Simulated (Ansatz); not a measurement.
**CdS: densities and their changes**

Space group F-43m; the calculation finds a residual pressure of about 3 GPa at this fixed cell.

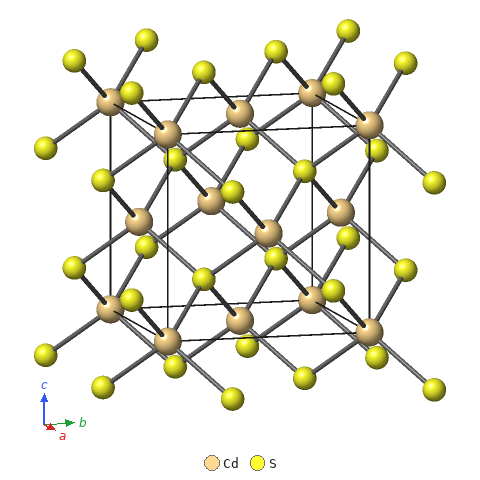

The conventional cell.

Input

```
crystal:
  lattice:
    - [0.0, 2.9165, 2.9165]
    - [2.9165, 0.0, 2.9165]
    - [2.9165, 2.9165, 0.0]
  atoms:
    - { symbol: Cd, position: [0.0, 0.0, 0.0] }
    - { symbol: S, position: [0.25, 0.25, 0.25] }
basis:
  ecutwfc: 420
  fft_grid_basis: typed
kpoints:
  mp_grid: { grid: [8, 8, 8] }
hamiltonian:
  xc: pbe
scf:
  occupations: { method: gaussian, width: 0.05 }
output:
  forces: true
  stress: true
  eigenvalues: true
  bader: true
  write_density: true
  volumetric_format: npy
  elf: true
```

Launched as:

```sh
ansatz run input.yaml --threads 1 --pin off --max-ram 2560MiB --backend cpu --events-out ev --progress --plain --runs-dir out
```

The picture shows the conventional cell (a = 5.83 Å, b = 5.83 Å, c = 5.83 Å, α = 90.00°, β = 90.00°, γ = 90.00°).

Level of theory: Ansatz 0.2.0, DFT PBE, scalar-relativistic, plane waves, PAW.

Core electrons are frozen (PAW), so the maps are meaningful between the atoms, not at the nuclei.

## 1. Bonding charge

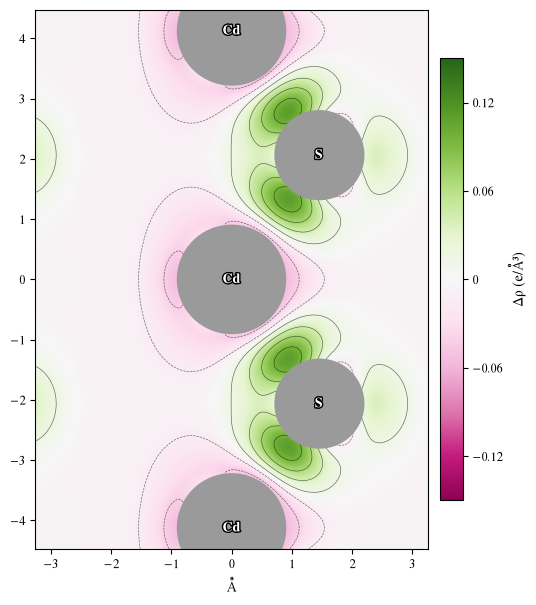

Bonding charge density, ρ(crystal) − Σ ρ(neutral atoms): a map on the (011) plane of the conventional cell, with grey discs over the atomic cores. Cores are masked to 0.9 Å (Cd) and 0.7 Å (S).

Question: Where does charge go when the atoms form this crystal?

Answer: Cd–S (2.53 Å): Δρ is +0.06 e/Å³ at the midpoint. Over the whole cell, outside the masked cores, the largest gain, 0.11 e/Å³, lies 0.8 Å from a sulfur nucleus, and the largest loss lies at the edge of the masked core of Cd. In all about 0.22 e an atom is rearranged against the free atoms. Bader charges: Cd +0.85 and S −0.85 e.

## 2. One group of states

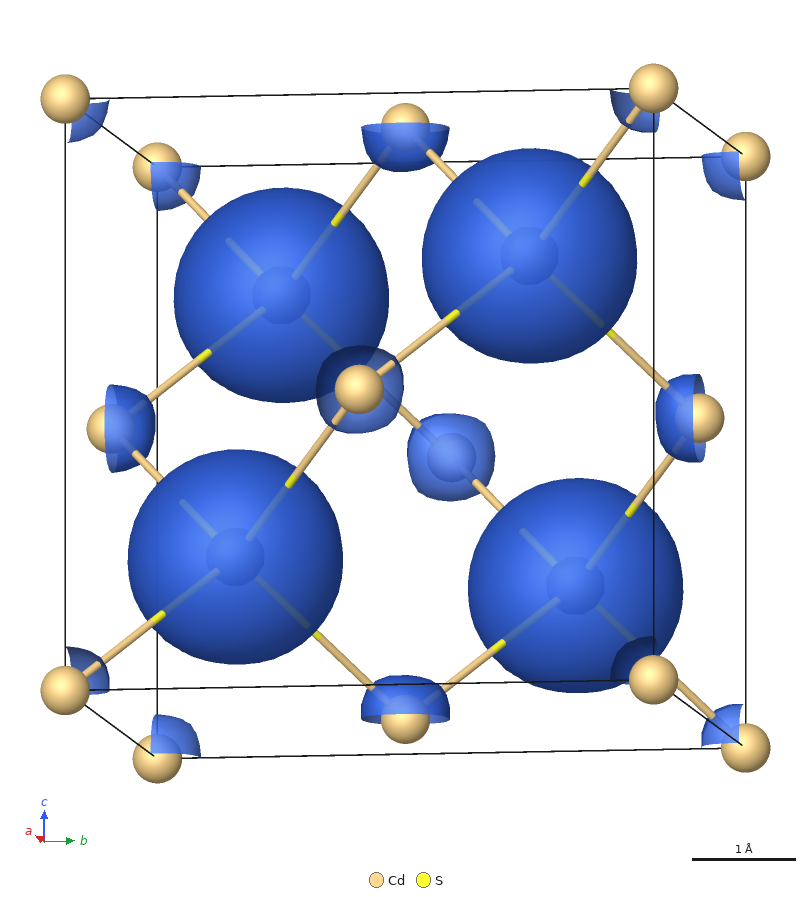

*Density of the Kohn–Sham states from −2.9 to −1.5 eV about the valence-band maximum (the middle third of the upper valence band), scaled to one electron a cell: blue surface at 0.05 1/Å³, in the conventional cell seen at an oblique angle.*

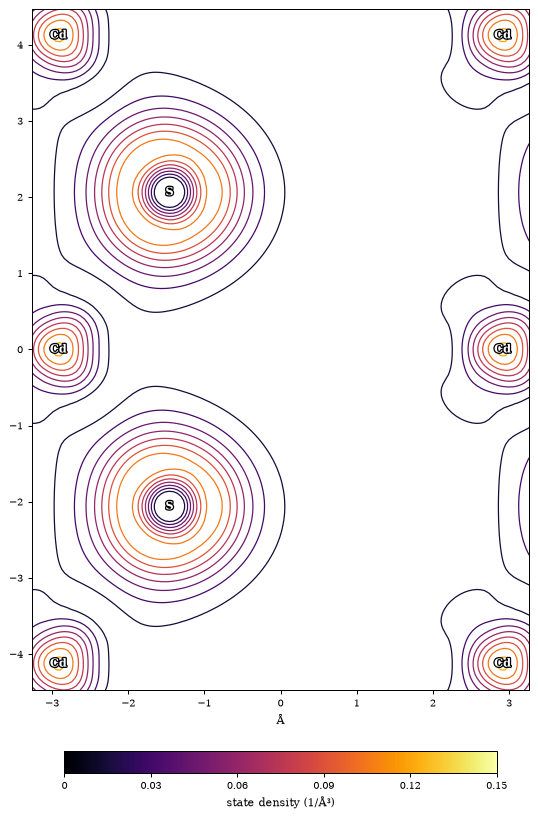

Also shown: a map on the (110) plane of the conventional cell.

Question: What is the character of these states?

Answer: Projected on a minimal set of atomic orbitals (Löwdin), they are S 3p (90 %).
In space (atomic cells sized by Bader volumes) the density divides as S about 75 % and Cd about 25 %.

## 3. Moving an atom

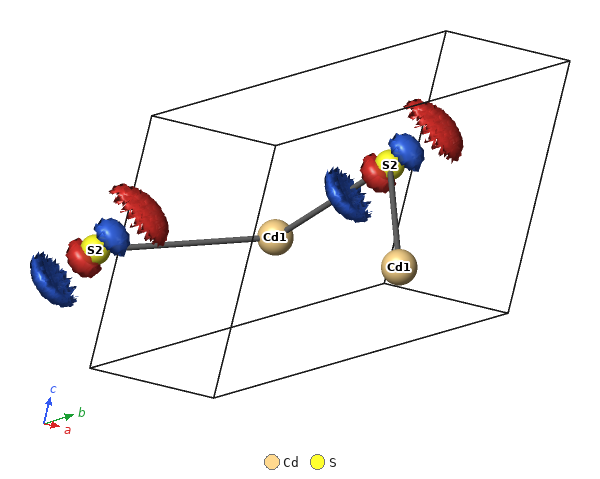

CdS: one atom of the 2-atom cell (and its periodic copies) was moved a little. Density after less density before, blue at +0.15 and red at −0.15 e/Å³, seen slightly off an axis; cell a = 4.12 Å, b = 4.12 Å, c = 4.12 Å, α = 60.00°, β = 60.00°, γ = 60.00°. The lobes lie largely inside the PAW sphere, where the density is a smoothed one.

Question: Which atom moved, and which way?

Answer: S2 moved towards the blue lobe, down and to the left in the picture. In the run the shift was 0.10 Å roughly along [0 −1 −1] in the axes of the cell drawn.

Question: How much does the computed force on the atom change?

Answer: The force on it changes by 0.58 eV/Å along the move, against it: a stiffness of about 5.8 eV/Å² for this sublattice shift.

## 4. Holes and electrons

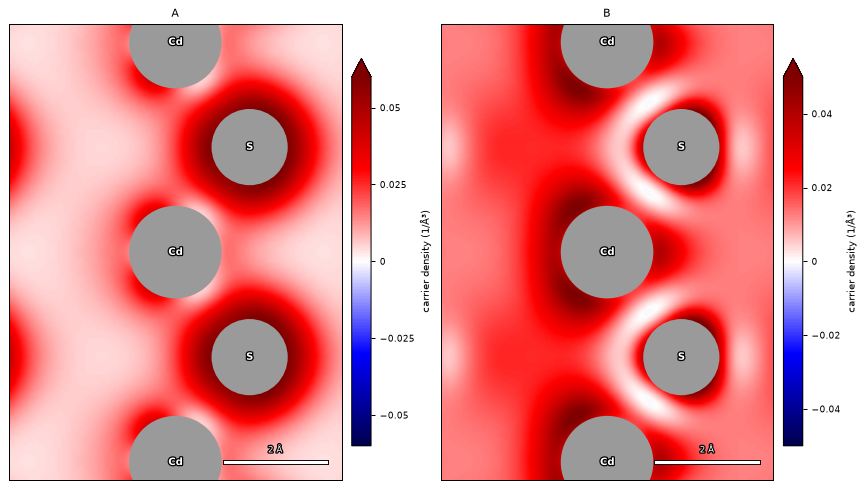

CdS, doped once with holes and once with electrons (0.2 e in the calculation's cell of 2 atoms, uniform background, atoms fixed). Each panel shows the carrier's density (positive where it sits) on the (110) plane of the conventional cell; grey discs cover the cores. Cores are masked to 0.9 Å (Cd) and 0.7 Å (S). This is very heavy doping.

Question: Tell the hole from the electron.

Answer: A is the hole: outside the cores it is densest at the edge of the masked core of S; it divides as S about 70 % and Cd about 30 %. B is the electron: outside the cores it is densest 1.1 Å from a cadmium nucleus; it divides as S about 50 % and Cd about 50 %. Shares are sums over atomic cells sized by the Bader volumes, which fill 45 % (Cd) and 55 % (S) of the cell, so only an excess over these marks a preference; they are shares of the net change, screening included, and the band-edge orbitals themselves can be more concentrated.

## 5. Change of volume

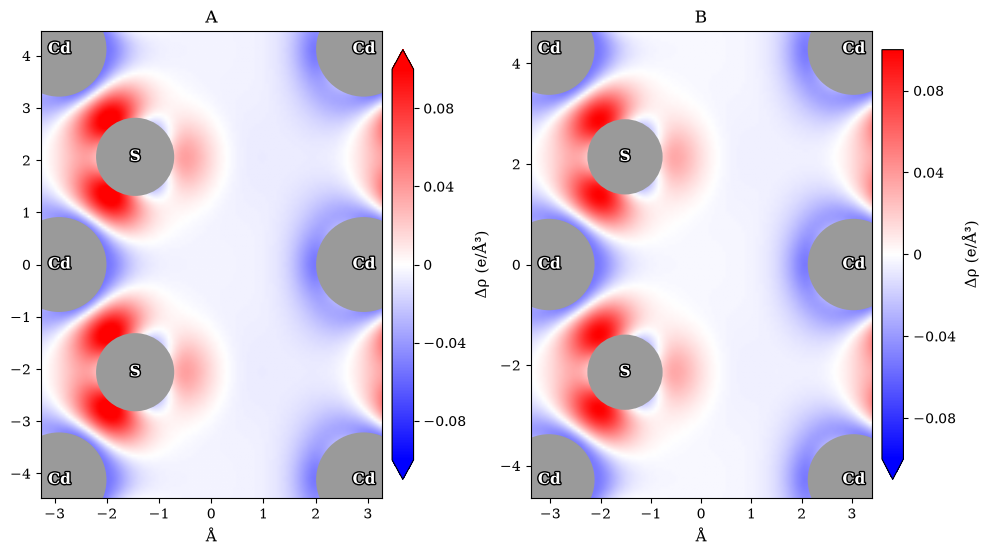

CdS: deformation density on the (110) plane of the conventional cell at two volumes, with the same fractional coordinates and one colour scale. Grey discs cover the cores.

Question: How do the two volumes compare, and how does the bonding charge respond?

Answer: B is the larger cell: B has 112 % of the volume of A.
- From A to B, Cd–S goes from 2.53 to 2.62 Å, and Δρ at its midpoint from +0.06 to +0.05 e/Å³.
- The pressure is 2.8 GPa in A and −3.0 GPa in B.
- Bader charges in A: Cd +0.85 and S −0.85 e; in B: Cd +0.86 and S −0.86 e.
- The rearranged charge is 0.22 e an atom in A and 0.23 e in B.

## 6. Putting it together

Charge passes from Cd (Pauling electronegativity 1.69) to S (2.58), the direction that the scale predicts; the Bader charges fall short of whole formal charges, as they usually do. The hole favours S (70 % of it on 60 % of the volume), in line with the top of the valence band, which is mainly S 3p. A carrier enters the states at the band edge, and screening then spreads part of it over the cell. The two pressures give a mean stiffness −ΔP/Δln V of about 52 GPa over this range, with the atoms held at their fractional positions.
